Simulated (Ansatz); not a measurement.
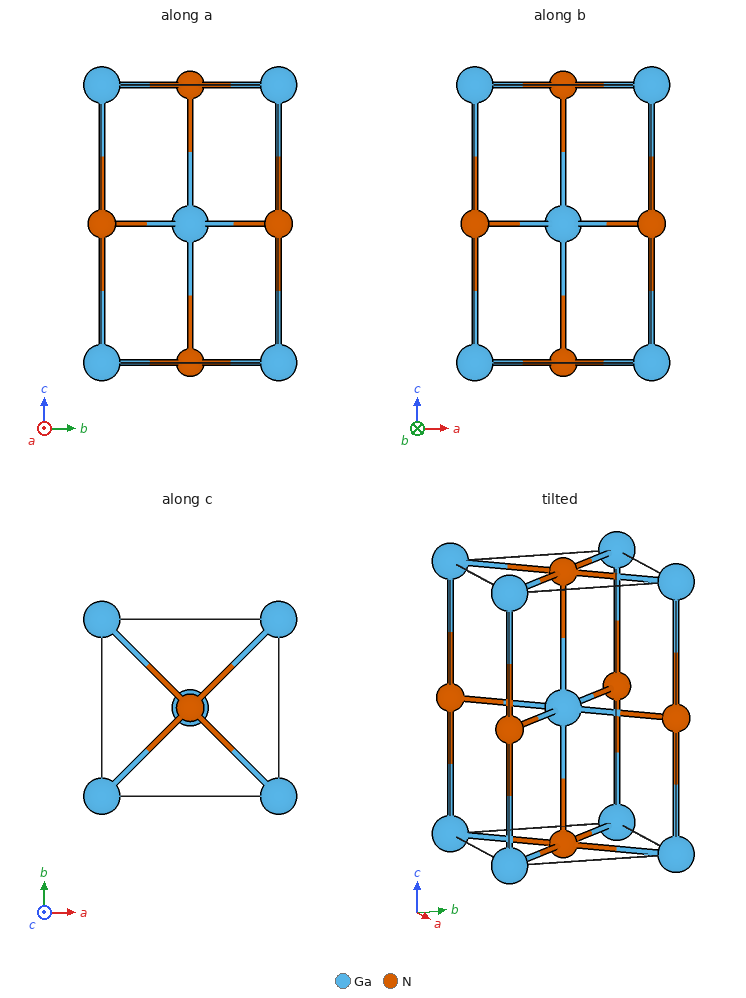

An orthographic ball-and-stick view of the structure, along the a axis, along the b axis, along the c axis and slightly off an axis. The outline marks the conventional unit cell.

Lattice parameters: a = 2.836 Å, b = 2.836 Å, c = 4.456 Å, α = 90.00°, β = 90.00°, γ = 90.00°.

Question: Give the structure in the form of a table of Wyckoff sites.

Answer: Space group I4/mmm (No. 139).
```
atom  site       x       y       z
  Ga    2a  0.0000  0.0000  0.0000
   N    2b  0.5000  0.5000  0.0000
```

Starting structure: a structure type filled with these elements by a generator (whether the compound takes this form wasn't checked). The cell was then strained or its atoms displaced on purpose. A calculation with Ansatz used it as input.

At this level of theory the cell isn't at rest (compressed, at 25 GPa), so its distances can differ from those at equilibrium, the more so the softer the solid.
